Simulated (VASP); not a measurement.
## Geometry relaxation of Ti (part 2 of 3)

The same run, continued: Ti (2 atoms in the cell); Kohn-Sham DFT of a periodic cell, PBE, VASP PAW PBE potentials, recommended, no spin polarisation (VASP 6.6.1); cutoff 600 eV, 21×21×12 k-mesh, fermi-dirac of 0.05 eV. The structure derives from an entry of the Crystallography Open Database.

Geometry of the input (Å; fractional positions):
```
2.9500  0.0000  0.0000
-1.4750  2.5548  0.0000
0.0000  0.0000  4.6800
Ti 0.3333  0.6667  0.2500
Ti 0.6667  0.3333  0.7500
```

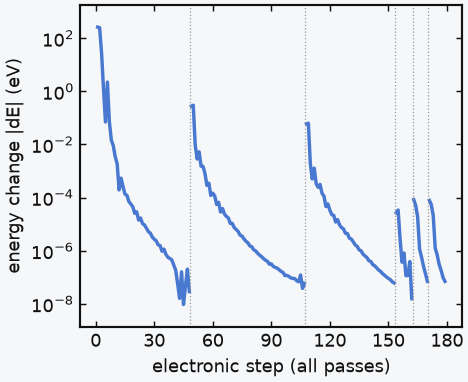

*Convergence of the self-consistent field: energy change |dE| against the electronic step. Each stretch between dotted lines is the SCF of one geometry step of a relaxation.*

The 6 ionic steps take 8 to 59 electronic steps each. The density is held fixed in the first few steps, and dE rises again when its update begins.

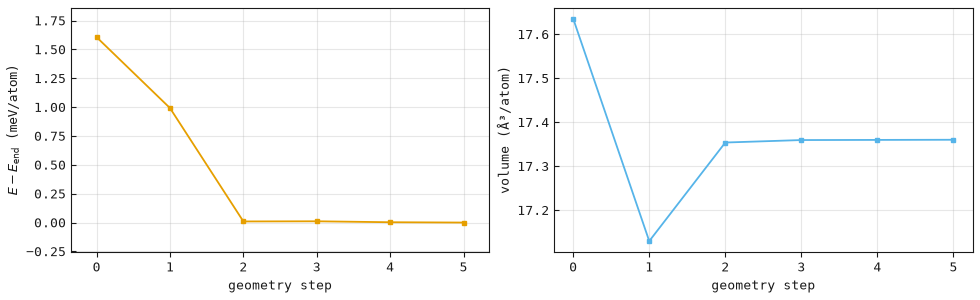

*Progress of the relaxation, step by step (steps are counted from 0).*

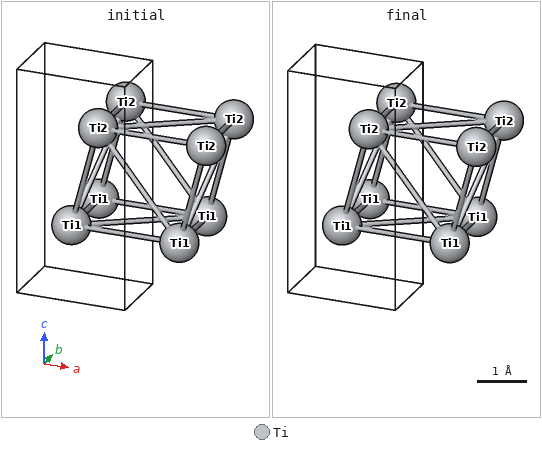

*Before (left) and after (right) the relaxation, at one scale (ball-and-stick view of the cell of the calculation, repeated 2 × 2 × 1, seen slightly off an axis).*

After 5 geometry steps the energy has fallen by 1.6 meV per atom. All forces vanish by symmetry, so only the cell relaxes. No atom moves by more than 0.005 Å relative to the cell. The drawn cell changes as follows: a = b 2.950 → 2.937 Å (−0.4 %), c 4.680 → 4.648 Å (−0.7 %); the volume changes by −1.6 %. Among the contacts that change: Ti1–Ti2 2.894 → 2.877 Å, Ti1–Ti1 2.950 → 2.937 Å. The space group stays P6_3/mmc (No. 194). (Atoms are counted from 1 in the order of the input.)

### Parts of OUTCAR
```
PREC = Accurate
   ENCUT = 600
   EDIFF = 1E-7
   ISMEAR = -1
   LREAL = F
   LASPH = T
   NELM = 100
   ISIF = 3
   GGA = PE
   IBRION = 2
   NSW = 40
   EDIFFG = -0.01

 ion  position               nearest neighbor table
   1  0.333  0.667  0.250-   2 2.89   2 2.89   2 2.89   2 2.89   2 2.89   2 2.89
   2  0.667  0.333  0.750-   1 2.89   1 2.89   1 2.89   1 2.89   1 2.89   1 2.89

  LATTYP: Found a hexagonal cell.
 ALAT       =     2.9500000000
 C/A-ratio  =     1.5864406780

  Lattice vectors:

 A1 = (   2.9500000000,   0.0000000000,   0.0000000000)
 A2 = (  -1.4750000000,   2.5547749412,   0.0000000000)
 A3 = (   0.0000000000,   0.0000000000,   4.6800000000)

Analysis of symmetry for initial positions (statically):
=====================================================================
 Subroutine PRICEL returns:
 Original cell was already a primitive cell.

 Routine SETGRP: Setting up the symmetry group for a
 hexagonal supercell.

 Subroutine GETGRP returns: Found 24 space group operations
 (whereof 12 operations were pure point group operations)
 out of a pool of 24 trial point group operations.

The static configuration has the point symmetry D_3d.
 The point group associated with its full space group is D_6h.

Analysis of symmetry for dynamics (positions and initial velocities):
=====================================================================
 Subroutine PRICEL returns:
 Original cell was already a primitive cell.

 Routine SETGRP: Setting up the symmetry group for a
 hexagonal supercell.

 Subroutine GETGRP returns: Found 24 space group operations
 (whereof 12 operations were pure point group operations)
 out of a pool of 24 trial point group operations.

The dynamic configuration has the point symmetry D_3d.
 The point group associated with its full space group is D_6h.

 Subroutine INISYM returns: Found 24 space group operations
 (whereof 12 operations are pure point group operations),
 and found     1 'primitive' translations

----------------------------------------------------------------------------------------

                                     Primitive cell

  volume of cell :      35.2712

  direct lattice vectors                    reciprocal lattice vectors
     2.950000000  0.000000000  0.000000000     0.338983051  0.195711956  0.000000000
    -1.475000000  2.554774941  0.000000000     0.000000000  0.391423911  0.000000000
     0.000000000  0.000000000  4.680000000     0.000000000  0.000000000  0.213675214

  length of vectors
     2.950000000  2.950000000  4.680000000     0.391423911  0.391423911  0.213675214

  position of ions in fractional coordinates (direct lattice)
     0.333333333  0.666666667  0.250000000
     0.666666667  0.333333333  0.750000000

  ion indices of the primitive-cell ions
   primitive index   ion index
                 1           1
                 2           2

----------------------------------------------------------------------------------------

 KPOINTS: regular mesh

Automatic generation of k-mesh.
 Grid dimensions read from file:
 generate k-points for:   21   21   12

 Generating k-lattice:

  Cartesian coordinates                     Fractional coordinates (reciprocal lattice)
     0.016142050  0.009319617  0.000000000     0.047619048 -0.000000000  0.000000000
     0.000000000  0.018639234  0.000000000     0.000000000  0.047619048  0.000000000
     0.000000000  0.000000000  0.017806268     0.000000000  0.000000000  0.083333333

  Length of vectors
     0.018639234  0.018639234  0.017806268

  Shift w.r.t. Gamma in fractional coordinates (k-lattice)
     0.000000000  0.000000000  0.000000000

 Subroutine IBZKPT returns following result:
 ===========================================

 Found    336 irreducible k-points:

 Following reciprocal coordinates:
            Coordinates               Weight
  0.000000  0.000000  0.000000      1.000000
  0.047619 -0.000000  0.000000      6.000000
  0.095238 -0.000000  0.000000      6.000000
  0.142857  0.000000  0.000000      6.000000
  0.190476 -0.000000  0.000000      6.000000
  0.238095  0.000000  0.000000      6.000000
  0.285714 -0.000000  0.000000      6.000000
  0.333333  0.000000  0.000000      6.000000
  0.380952 -0.000000  0.000000      6.000000
  0.428571 -0.000000  0.000000      6.000000
  0.476190 -0.000000  0.000000      6.000000
  0.047619  0.047619  0.000000      6.000000
  0.095238  0.047619  0.000000     12.000000
  0.142857  0.047619  0.000000     12.000000
  0.190476  0.047619  0.000000     12.000000
  0.238095  0.047619  0.000000     12.000000
  0.285714  0.047619  0.000000     12.000000
  0.333333  0.047619  0.000000     12.000000
  0.380952  0.047619  0.000000     12.000000
  0.428571  0.047619  0.000000     12.000000
  0.476190  0.047619  0.000000      6.000000
  0.095238  0.095238  0.000000      6.000000
  0.142857  0.095238  0.000000     12.000000
  0.190476  0.095238  0.000000     12.000000
 [... further k-points ...]
   k-points           NKPTS =    336   k-points in BZ     NKDIM =    336   number of bands    NBANDS=     16
   number of dos      NEDOS =    301   number of ions     NIONS =      2
   total plane-waves  NPLWV =  23040
   dimension x,y,z NGX =    24 NGY =   24 NGZ =   40
   dimension x,y,z NGXF=    48 NGYF=   48 NGZF=   80
   ions per type =               2
   NGX,Y,Z   is equivalent  to a cutoff of  13.53, 13.53, 14.21 a.u.
   NGXF,Y,Z  is equivalent  to a cutoff of  27.05, 27.05, 28.42 a.u.
 SYSTEM =  unknown system
   PREC   = accura    normal or accurate (medium, high low for compatibility)
   ISTART =      0    job   : 0-new  1-cont  2-samecut
   ICHARG =      2    charge: 1-file 2-atom 10-const
   ISPIN  =      1    spin polarized calculation?
   LNONCOLLINEAR =      F non collinear calculations
   LSORBIT =      F    spin-orbit coupling
   LASPH  =      T    aspherical Exc in radial PAW
   ENCUT  =  600.0 eV  44.10 Ry    6.64 a.u.   5.89  5.89  9.35*2*pi/ulx,y,z
   NELM   =    100;   NELMIN=  2; NELMDL= -5     # of ELM steps
   EDIFF  = 0.1E-06   stopping-criterion for ELM
   LREAL  =      F    real-space projection
   EDIFFG = -.1E-01   stopping-criterion for IOM
   NSW    =     40    number of steps for IOM
   IBRION =      2    ionic relax: 0-MD 1-quasi-New 2-CG
   NFREE  =      1    steps in history (QN), initial steepest desc. (CG)
   ISIF   =      3    stress and relaxation
   ISYM   =      2    0-nonsym 1-usesym 2-fastsym
   POTIM  = 0.5000    time-step for ionic-motion
   TEBEG  =    0.0;   TEEND  =   0.0 temperature during run
   PSTRESS=    0.0 pullay stress
   NELECT =      24.0000    total number of electrons
   NUPDOWN=      -1.0000    fix difference up-down
   EMIN   =  10.00;   EMAX   =-10.00  energy-range for DOS
   EFERMI =   0.00;   METHOD = LEGACY
   ISMEAR =    -1;   SIGMA  =   0.05  broadening in eV -4-tet -1-fermi 0-gaus
   EFERMI_NEDOS =   21; number of points for ismear=-14 and -15
   IALGO  =     68    algorithm
   IMIX   =      4    mixing-type and parameters
     AMIX     =   0.40;   BMIX     =  1.00
     AMIX_MAG =   1.60;   BMIX_MAG =  1.00
  volume/ion in A,a.u.               =      17.64       119.01
  Fermi-wavevector in a.u.,A,eV,Ry     =   1.439920  2.721055 28.209912  2.073370
  Thomas-Fermi vector in A             =   2.558722
   LORBIT       =      0    0 simple, 1 ext, 2 COOP (PROOUT), +10 PAW based schemes
   GGA     = PE    functional components
   LHFCALC =     F    Hartree Fock is set to
   AEXX    =    0.0000 exact exchange contribution
   IVDW    =     0    specifies the selected vdW correction
   LEPSILON=     F    determine dielectric tensor
   LRPA    =     F    only Hartree local field effects (RPA)
 conjugate gradient relaxation of ions
 non-spin polarized calculation
 RMM-DIIS sequential band-by-band and
  energy-cutoff  :      600.00
  volume of cell :       35.27
 maximum number of plane-waves:      1194
 NGX is ok and might be reduce to    24
   NGX = 11   NGY = 11   NGZ = 19

--------------------------------------- Ionic step        1  -------------------------------------------

 number of electron      23.9999997 magnetization

 Free energy of the ion-electron system (eV)
  ---------------------------------------------------
  ext. energy  EPLUGINS =         0.00000000
  ---------------------------------------------------
  free energy    TOTEN  =       -15.67698015 eV

  energy without entropy =      -15.65942005  energy(sigma->0) =      -15.66820010

------------------------ aborting loop because EDIFF is reached ----------------------------------------

  FORCE on cell =-STRESS in cart. coord.  units (eV):
  Direction    XX          YY          ZZ          XY          YZ          ZX
  --------------------------------------------------------------------------------------
  -------------------------------------------------------------------------------------
  Total       -0.3790738     -0.3790738     -0.4425928      0.0000000     -0.0000000      0.0000000
  in kB      -17.2192332    -17.2192332    -20.1045547      0.0000000     -0.0000000      0.0000000
  external PRESSURE =     -18.1810070 kB  Pullay stress =       0.0000000 kB

 VOLUME and BASIS-vectors are now :
 -----------------------------------------------------------------------------
  energy-cutoff  :      600.00
  volume of cell :       35.27
      direct lattice vectors                 reciprocal lattice vectors
     2.950000000  0.000000000  0.000000000     0.338983051  0.195711956  0.000000000
    -1.475000000  2.554774941  0.000000000     0.000000000  0.391423911  0.000000000
     0.000000000  0.000000000  4.680000000     0.000000000  0.000000000  0.213675214

 POSITION                                       TOTAL-FORCE (eV/Angst)
 -----------------------------------------------------------------------------------
     -0.00000      1.70318      1.17000        -0.000000     -0.000000      0.000000
      1.47500      0.85159      3.51000         0.000000      0.000000      0.000000
 -----------------------------------------------------------------------------------
    total drift:                               -0.000000      0.000000     -0.000000

  FREE ENERGIE OF THE ION-ELECTRON SYSTEM (eV)
  ---------------------------------------------------
  free  energy   TOTEN  =       -15.6769801522 eV

  energy  without entropy=      -15.6594200520  energy(sigma->0) =      -15.66820010

--------------------------------------- Ionic step        2  -------------------------------------------

 number of electron      23.9999992 magnetization

------------------------ aborting loop because EDIFF is reached ----------------------------------------

  FORCE on cell =-STRESS in cart. coord.  units (eV):
  Direction    XX          YY          ZZ          XY          YZ          ZX
  --------------------------------------------------------------------------------------
  -------------------------------------------------------------------------------------
  Total        0.3075317      0.3075317      0.2886696      0.0000000      0.0000000     -0.0000000
  in kB       14.3820244     14.3820244     13.4999235      0.0000000      0.0000000     -0.0000000
  external PRESSURE =      14.0879908 kB  Pullay stress =       0.0000000 kB

 VOLUME and BASIS-vectors are now :
 -----------------------------------------------------------------------------
  energy-cutoff  :      600.00
  volume of cell :       34.26
      direct lattice vectors                 reciprocal lattice vectors
     2.923025901 -0.000000000  0.000000000     0.342111235  0.197518013  0.000000000
    -1.461512950  2.531414686  0.000000000     0.000000000  0.395036027  0.000000000
     0.000000000 -0.000000000  4.630036662    -0.000000000 -0.000000000  0.215981011

 POSITION                                       TOTAL-FORCE (eV/Angst)
 -----------------------------------------------------------------------------------
     -0.00000      1.68761      1.15751        -0.000000     -0.000000      0.000000
      1.46151      0.84380      3.47253         0.000000      0.000000      0.000000
 -----------------------------------------------------------------------------------
    total drift:                               -0.000000      0.000000     -0.000000

  FREE ENERGIE OF THE ION-ELECTRON SYSTEM (eV)
  ---------------------------------------------------
  free  energy   TOTEN  =       -15.6782091542 eV

  energy  without entropy=      -15.6611362060  energy(sigma->0) =      -15.66967268

--------------------------------------- Ionic step        3  -------------------------------------------

 number of electron      23.9999993 magnetization

------------------------ aborting loop because EDIFF is reached ----------------------------------------

  FORCE on cell =-STRESS in cart. coord.  units (eV):
  Direction    XX          YY          ZZ          XY          YZ          ZX
  --------------------------------------------------------------------------------------
  -------------------------------------------------------------------------------------
  Total        0.0212794      0.0212794     -0.0172090      0.0000000     -0.0000000     -0.0000000
  in kB        0.9822975      0.9822975     -0.7943990      0.0000000     -0.0000000     -0.0000000
  external PRESSURE =       0.3900653 kB  Pullay stress =       0.0000000 kB
```
